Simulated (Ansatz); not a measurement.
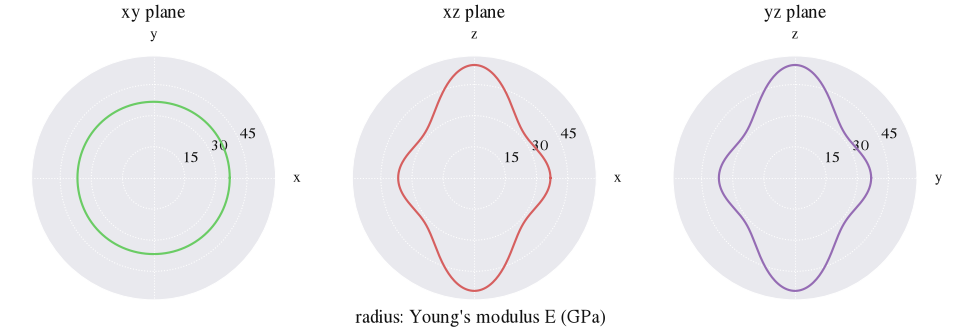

The figure shows the Young's modulus as a function of direction in the xy, xz and yz planes for CdSe, space group P6_3mc (No. 186).

Starting cell:
```xyz
4
Lattice="4.3000 0.0000 0.0000 -2.1500 3.7239 0.0000 0.0000 0.0000 7.0200" Properties=species:S:1:pos:R:3 pbc="T T T"
Cd    2.1500    1.2413    3.5100
Cd    0.0000    2.4826    0.0000
Se    2.1500    1.2413    6.2127
Se    0.0000    2.4826    2.7027
```

Method: plane-wave DFT, no spin polarisation; elastic constants in Voigt order on the axes of the given cell (Ansatz 0.2.0). Level: PBE.

- k mesh: 6×6×3
- occupations: fixed
- potentials: Ansatz PAW
- wave cutoff: 420 eV
- density cutoff: 1680 eV
- program settings: xc grid level 2, xc grid task forces

Between which limits does E lie over all directions?

Over all directions E runs from 32 to 54 GPa, a ratio of 1.71.

What is E along the Cartesian axes and along their diagonal?

E is 37 GPa along x, 37 GPa along y and 54 GPa along z, and 32 GPa along the body diagonal x + y + z.

The computed values:

Stiffness matrix C (GPa), Voigt order:
```json
{"": "xx", "xx": "75.7", "yy": "52.0", "zz": "44.7", "yz": "0.0", "xz": "0.0", "xy": "0.0"}
{"": "yy", "xx": "52.0", "yy": "75.7", "zz": "44.7", "yz": "0.0", "xz": "0.0", "xy": "0.0"}
{"": "zz", "xx": "44.7", "yy": "44.7", "zz": "85.7", "yz": "0.0", "xz": "0.0", "xy": "0.0"}
{"": "yz", "xx": "0.0", "yy": "0.0", "zz": "0.0", "yz": "11.1", "xz": "0.0", "xy": "0.0"}
{"": "xz", "xx": "0.0", "yy": "0.0", "zz": "0.0", "yz": "0.0", "xz": "11.1", "xy": "0.0"}
{"": "xy", "xx": "0.0", "yy": "0.0", "zz": "0.0", "yz": "0.0", "xz": "0.0", "xy": "11.9"}
```
